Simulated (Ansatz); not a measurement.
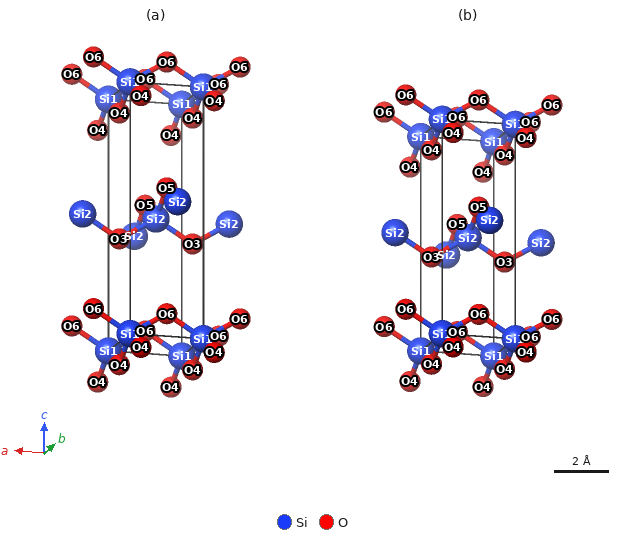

The structure of crystalline SiO2 (built on the tetragonal host type) before (left) and after (right) a relaxation, at one scale.

A ball-and-stick model of the cell of the calculation, seen from a free direction.

All numbers below come from DFT, r2SCAN, plane waves, PAW in Ansatz 0.2.0. Set-up: plane-wave cutoff 500 eV; k-point mesh 8 × 8 × 4; occupations fermi dirac; smearing width 0.02 eV; no spin polarisation; cell and atoms relaxed; force threshold 0.005 eV/Å.

**What changed between the two?**

The energy falls by 16.8 meV per atom in 6 accepted moves (8 points after the start). The largest force component goes from 0.51 to under 0.0001 eV/Å. The pressure goes from −5.35 to 0.00 GPa. At 2 points the geometry stayed and the basis and grid were re-selected for the new cell (energy shift of 1.2 meV per atom at most each time). The largest moves relative to the cell, 0.11 Å, are those of O3, O4, O5 and O6. O3 goes along −c. Si stays in place. The volume changes by −15.5 %, with a = b 2.836 → 2.825 Å (−0.4 %), c 9.615 → 8.189 Å (−14.8 %). Among the contacts that change: Si1–O4 1.657 → 1.641 Å. The space group stays P4_2/nmc (No. 137). Cost: 25 s on 2 threads of AMD EPYC 7R13 Processor (Zen 3), with other jobs on the host, peak memory 0.78 GiB.
